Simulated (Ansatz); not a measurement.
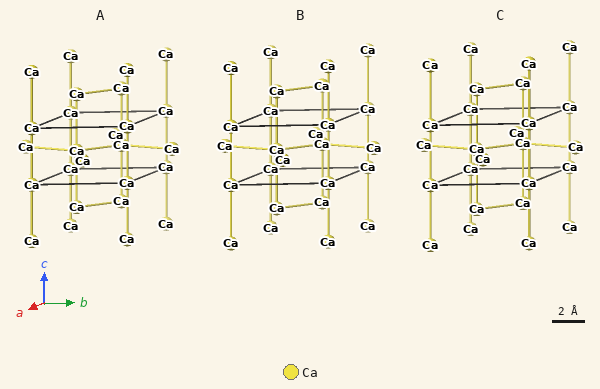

3 geometries from one relaxation of crystalline Ca (a generated structure, set up in P6/mmm), in shuffled order. The picture is a ball-and-stick view of the cell of the calculation, seen slightly off an axis.

Phase: omega (AlB2-type).

Method: Ansatz, DFT, LDA (PW92), plane waves (420 eV) with PAW, scalar-relativistic. Settings: plane-wave cutoff 420 eV; k-point mesh 6 × 6 × 8; occupations fermi dirac; smearing width 0.1 eV; no spin polarisation; cell and atoms relaxed; force threshold 0.01 eV/Å; at most 60 steps.

> Put them in the order of the run, from the start to the converged end.

C, B, A. They are steps 0, 1, 4, at +35.1 meV per atom, +11.2 meV per atom relative to the last. No atom moves by more than 0.005 Å relative to the cell. The volume changes by −11.9 %, with a = b 6.271 → 6.067 Å (−3.2 %), c 3.844 → 3.619 Å (−5.9 %). Near-neighbour distances that change, for instance: Ca–Ca 3.844 → 3.619 Å, Ca–Ca 3.620 → 3.503 Å. The space group stays P6/mmm (No. 191). After 3 accepted moves (4 points after the start) the energy has fallen by 35.1 meV per atom. All forces vanish by symmetry, so only the cell relaxes. Pressure: −1.90 GPa at the start and −0.01 GPa at the end. The SCF was repeated once at an unchanged geometry on a basis and grid sized afresh for the cell, which shifted the energy by less than 0.05 meV per atom at most. The program noted that a PAW file was made for another functional than the run's. The run took 7.6 s on 2 threads of Intel(R) Xeon(R) 6975P-C (Granite Rapids), with other jobs on the host, peak memory 0.46 GiB.
